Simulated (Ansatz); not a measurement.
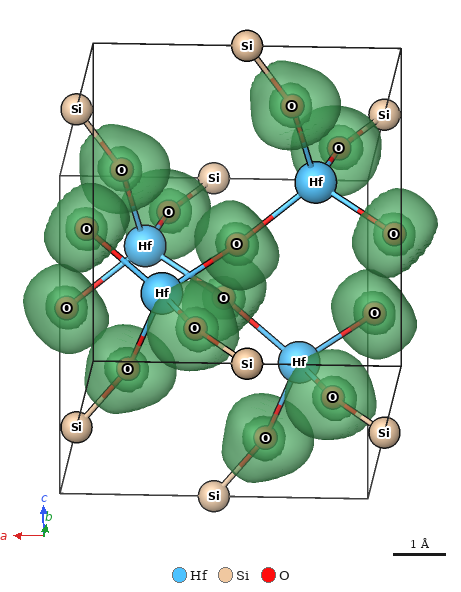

Hf2SiO6. Isosurface of the electron localisation function at 0.75 (green), seen at an oblique angle. Only the valence region is drawn (cores and ρ < 0.01 e/Å³ removed). Sticks mark near contacts.

Space group C2; a structure generated by program, which may or may not match a known phase.

Level of theory: DFT PBE, scalar-relativistic, plane waves, PAW in Ansatz.

The calculation's input:

```
crystal:
  lattice:
    - [4.8669158577, -3.0002588628, 0.0]
    - [4.8669158577, 3.0002588628, 0.0]
    - [-0.1169218623, 0.0, 6.3837154227]
  atoms:
    - { symbol: Hf, position: [0.9941341807, 0.4907073269, 0.6788924207] }
    - { symbol: Hf, position: [0.5092926731, 0.0058658193, 0.3211075793] }
    - { symbol: Si, position: [0.4972936361, 0.5027063639, 0.0] }
    - { symbol: O, position: [0.736529733, 0.4274741207, 0.8343690164] }
    - { symbol: O, position: [0.8051986579, 0.794084203, 0.5013736227] }
    - { symbol: O, position: [0.4494220748, 0.770312632, 0.1279824986] }
    - { symbol: O, position: [0.5725258793, 0.263470267, 0.1656309836] }
    - { symbol: O, position: [0.205915797, 0.1948013421, 0.4986263773] }
    - { symbol: O, position: [0.229687368, 0.5505779252, 0.8720175014] }
basis:
  ecutwfc: 420
kpoints:
  mp_grid: { grid: [6, 6, 4] }
hamiltonian:
  xc: pbe
scf:
  occupations: { method: gaussian, width: 0.02 }
output:
  forces: true
  stress: true
  eigenvalues: true
  write_density: true
  write_potential: true
  elf: true
  volumetric_format: npy
relax:
  adjacent_minimum: "off"
  f_tol: 0.01
  max_steps: 80
  cell: { stress_tol: 0.05 }
```

Command:

```sh
ansatz run input.yaml --threads 1 --pin off --max-ram 2560MiB --backend cpu --events-out ev --progress --plain --runs-dir out
```

Below, planes, directions and counts refer to the standardised cell (a = 6.00 Å, b = 9.79 Å, c = 6.41 Å, α = 90.07°, β = 90.00°, γ = 90.00°).

The fields are those of the run's last geometry, not of the input's.

Question: What do the ELF domains correspond to?

Answer: The surface consists of eight regions on O in which the atom's valence shell and bonds are merged and four regions wrapped around O (the valence shell of each), counted in one cell of 18 atoms. Any copies at cell faces, edges or corners count once. Profiles from the grid: Si–O (1.64 Å): the ELF peaks at about 0.85 between the atoms, as expected for a shared but strongly polarised pair. Hf–O (1.95 Å): the ELF peaks at about 0.80 in the valence shell of O, 0.6 Å from its nucleus, and drops to about 0.20 between the two atoms: no localised pair shows between them.

Question: Does the calculation give a band gap?

Answer: It is gapped, with a Kohn–Sham gap of 4.6 eV on the k-point mesh, an upper bound to the gap of this method.
